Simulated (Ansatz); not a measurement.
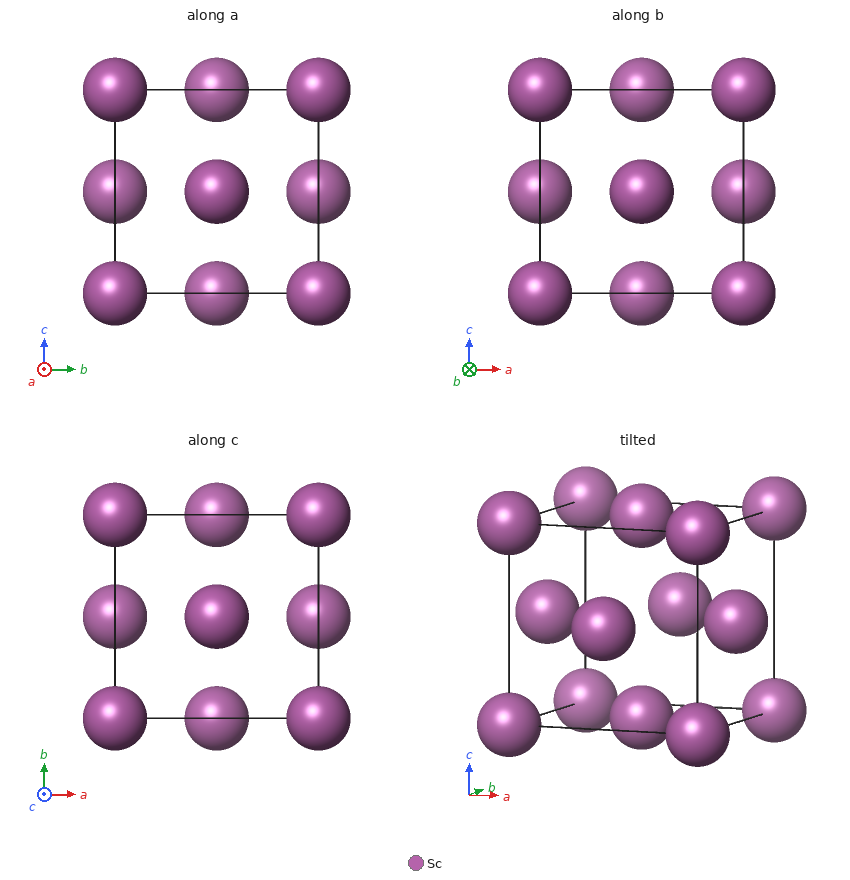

Structure drawing (spheres-only), viewed along the a axis, along the b axis, along the c axis and slightly off an axis. The frame is the conventional unit cell; atoms at its boundary are shown with their periodic copies.

Lattice parameters: a = 4.619 Å, b = 4.619 Å, c = 4.619 Å, α = 90.00°, β = 90.00°, γ = 90.00°.

> Transcribe the picture into a table of Wyckoff sites.

Space group Fm-3m (No. 225).
```csv
atom,site,x,y,z
Sc,4a,0.0000,0.0000,0.0000
```

Provenance: a structure type filled with this element by a generator (whether the element takes this form wasn't checked). Earlier steps of the study may have refined or changed the cell and positions. Ansatz was used for an electronic-structure calculation on it.

At this level of theory the cell isn't at rest (stretched, at -5 GPa), so its distances can differ from those at equilibrium, the more so the softer the solid.
